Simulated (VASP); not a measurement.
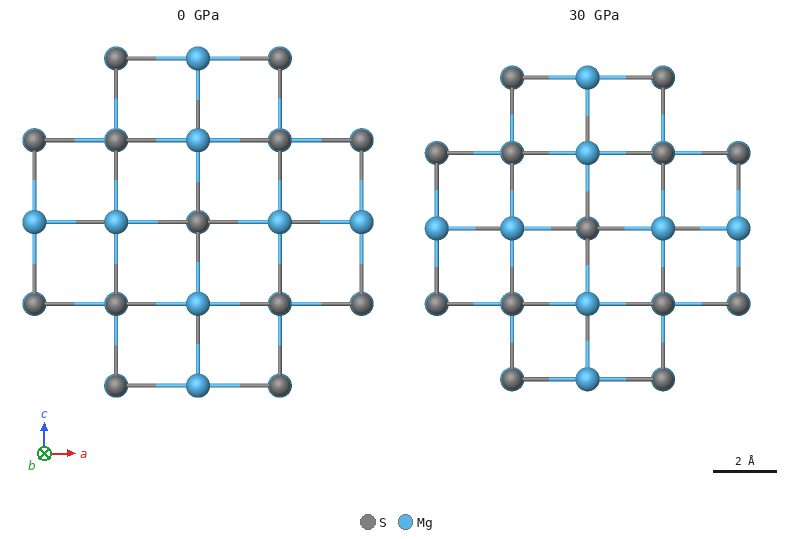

Crystalline MgS (set up in Fm-3m), relaxed (cell and atoms) at several target pressures. The picture shows the first and the last member. A ball-and-stick model of the conventional cell (4 times the calculation's cell), seen along the b axis. Lengths and directions refer to the drawn axes.

Computed with VASP 6.6.1: PBE, VASP PAW PBE potentials, recommended. (plane-wave cutoff 600 eV; k-point mesh 9 × 9 × 9; occupations fermi-dirac; smearing width 0.05 eV; no spin polarisation)

```
pressure (GPa)  volume (Å³/atom)  a (Å)
             0            17.812  5.223
             2                 ?      ?
             5            16.788  5.121
            10            16.004  5.040
            20            14.831  4.914
            30            13.960  4.816
```

> Estimate the missing row from the others, and compare with the calculation.

Murnaghan's form V = V₀(1 + B′P/B₀)^(−1/B′), with V₀ = 17.812 Å³ from the row at zero pressure, fits the other rows with B₀ = 76.2 GPa and B′ = 3.68 (largest miss 0.008 Å³). At 2 GPa it gives 17.812 × (1 + 3.68 × 2/76.2)^(−1/3.68) = 17.371 Å³ per atom. The calculation gives 17.366 Å³/atom (a = 5.179 Å). The estimate is 0.005 Å³/atom too high. From the first member to the last: Mg–S 2.612 → 2.408 Å.

The whole series:

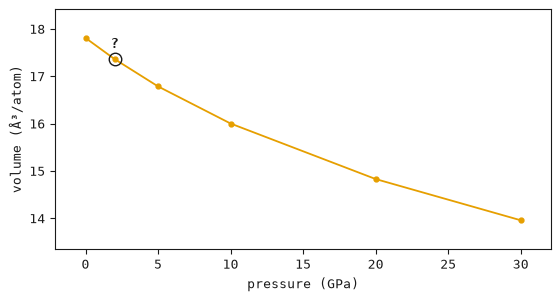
